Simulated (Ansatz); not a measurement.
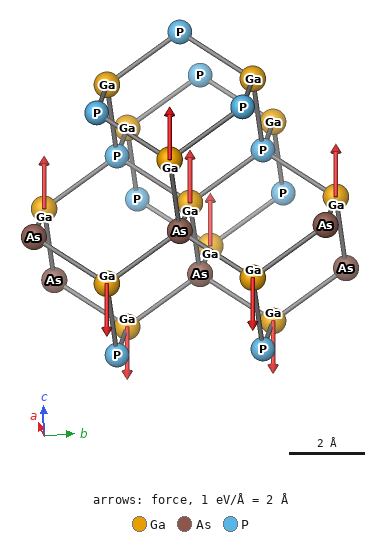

Starting geometry of crystalline Ga$_{3}$AsP$_{2}$ (set up in I-4m2) with the computed forces as red arrows. Style: ball-and-stick. Shown: the atoms within 5.0 Å of the atom that moves most (axes of the conventional cell (2 times the calculation's cell)), from a free direction. Lengths and directions refer to the drawn axes.

Case: superlattice of 1 and 2 planes along [0 0 1].

These are results of DFT PBE, scalar-relativistic, plane waves, PAW (Ansatz), not measurements.

Input
```yaml
crystal:
  lattice:
    - [0.0, -3.9496625032, 0.0]
    - [3.9496625032, 0.0, 0.0]
    - [-1.9748312516, 1.9748312516, 8.3784994183]
  atoms:
    - { symbol: Ga, position: [0.0, 0.0, 0.0] }
    - { symbol: Ga, position: [0.6666666667, 0.6666666667, 0.3333333333] }
    - { symbol: As, position: [0.5833333333, 0.0833333333, 0.1666666667] }
    - { symbol: P, position: [0.25, 0.75, 0.5] }
    - { symbol: Ga, position: [0.3333333333, 0.3333333333, 0.6666666667] }
    - { symbol: P, position: [0.9166666667, 0.4166666667, 0.8333333333] }
basis:
  ecutwfc: 420
kpoints:
  mp_grid: { grid: [8, 8, 8] }
hamiltonian:
  xc: pbe
scf:
  occupations: { method: gaussian, width: 0.1 }
output:
  forces: true
  stress: true
  eigenvalues: true
  populations: true
relax:
  adjacent_minimum: "off"
  f_tol: 0.01
  max_steps: 45
  cell: { stress_tol: 0.05 }
```

Command:
```bash
ansatz run input.yaml --threads 2 --pin off --max-ram 5120MiB --backend cpu --events-out ev --progress --plain --runs-dir out
```

### What follows when this structure is relaxed?

It isn't relaxed: the largest force vector, on Ga atoms, is 0.75 eV/Å. The atoms end up moving mostly along the starting forces (cosine between the two patterns 0.92). The energy falls by 8.9 meV per atom in 2 accepted moves (3 points after the start). Largest force component: 0.75 eV/Å at the start, 0.0082 eV/Å at the end. Pressure: 0.08 GPa at the start and −0.04 GPa at the end. At 1 point the geometry stayed and the basis and grid were re-selected for the new cell (energy shift of less than 0.05 meV per atom at most each time). The largest moves, 0.069 Å, are those of Ga1 and Ga2. Ga2 goes along +c. By element the largest moves are Ga 0.069 Å, P 0.035 Å. As stays in place. The lattice vectors keep their values. Near-neighbour distances that change, for instance: Ga1–As3 2.419 → 2.459 Å, Ga1–P6 2.419 → 2.399 Å. Among the angles between lasting bonds that change: As3–Ga1–As3 109.5° → 106.8°, Ga1–As3–Ga1 109.5° → 106.8°. The space group stays I-4m2 (No. 119).
